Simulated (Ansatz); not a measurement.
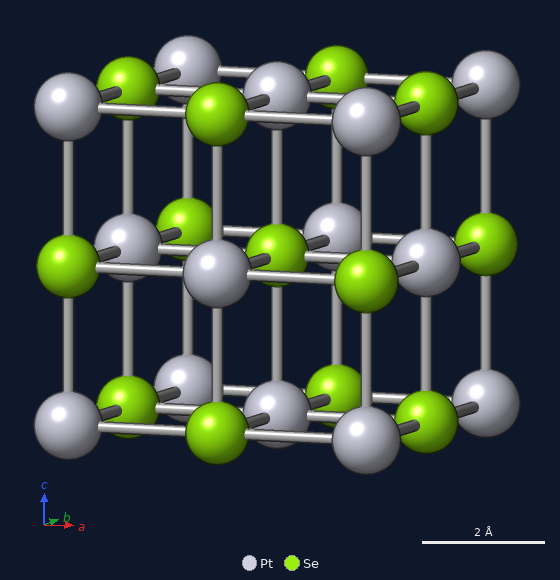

This is crystalline PtSe (a generated structure, set up in Fm-3m). Style: ball-and-stick. Shown: the conventional cell (4 times the calculation's cell), slightly off an axis. Lengths and directions refer to the drawn axes.

Method: Ansatz 0.2.0, DFT, r2SCAN, PAW with Ansatz's default frozen-core files, scalar-relativistic. (plane-wave cutoff 500 eV; k-point mesh 11 × 11 × 11; occupations fermi dirac; smearing width 0.03 eV; no spin polarisation)

Now this is done to it. All lengths are scaled by +1.3 % (volume +4.0 %), the atoms keeping their fractional coordinates. No relaxation follows.

Question: What does the calculation give for the changed structure?

Answer: The energy rises by 25.3 meV per atom. The pressure goes from −3.1 to −7.7 GPa. All forces vanish by symmetry. Some distances before and after: Pt–Se 2.644 → 2.679 Å. The space group stays Fm-3m (No. 225).
